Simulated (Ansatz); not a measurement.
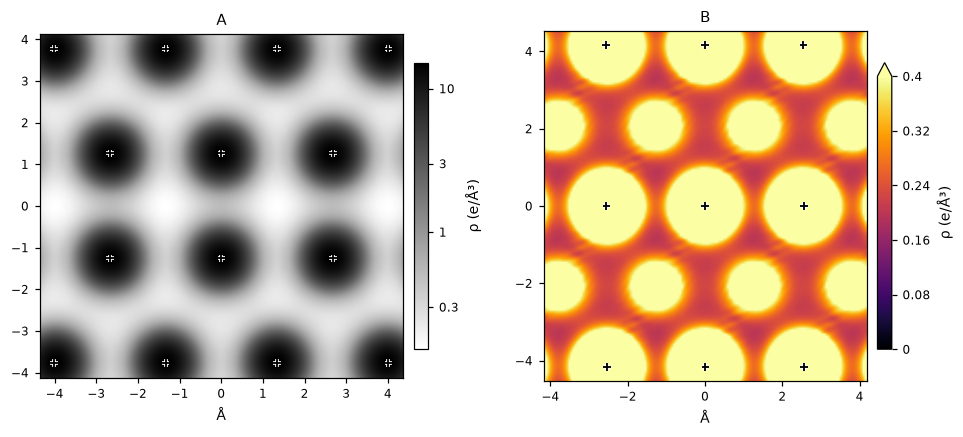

The valence electron density of 2 systems, each on a plane through atoms (crosses mark nuclei in the plane).

All numbers below come from DFT, LDA (PW92), plane waves (420 eV) with PAW, scalar-relativistic (Ansatz).

System 1: Rh, the (110) plane of the conventional cell. Space group P6/mmm; set up as Rh, omega (AlB2-type); a generated structure, not necessarily the stable one; changed on purpose from its base cell (volume × 1.08); computed pressure about −19 GPa in this cell; computed without spin polarisation.

```
CELL_PARAMETERS angstrom
4.36196 0.00000 0.00000
-2.18098 3.77756 0.00000
0.00000 0.00000 2.67369
ATOMIC_POSITIONS crystal
Rh 0.00000 0.00000 0.00000
Rh 0.33333 0.66667 0.50000
Rh 0.66667 0.33333 0.50000
```

System 2: Cu, the (010) plane of the conventional cell. Space group P6₃/mmc; set up as Cu, beta-Sn type; a generated structure, not necessarily the stable one; changed on purpose from its base cell (volume × 1.08); computed pressure about −12 GPa in this cell; computed without spin polarisation.

```
CELL_PARAMETERS angstrom
-0.30214 -0.30214 2.51576
-1.41323 1.71536 -1.25788
-2.90716 -2.90716 -0.70451
ATOMIC_POSITIONS crystal
Cu 0.33266 0.66734 0.75000
Cu 0.66532 0.33266 0.25000
```

Question: Which map belongs to which system?

Answer: Panel A is system 1, Rh: the plane holds Rh. Rh–Rh (2.52 Å): the density is about 0.51 e/Å³ at the midpoint. Panel B is system 2, Cu: the plane holds Cu. Cu–Cu (2.55 Å): ρ is about 0.27 e/Å³ halfway.
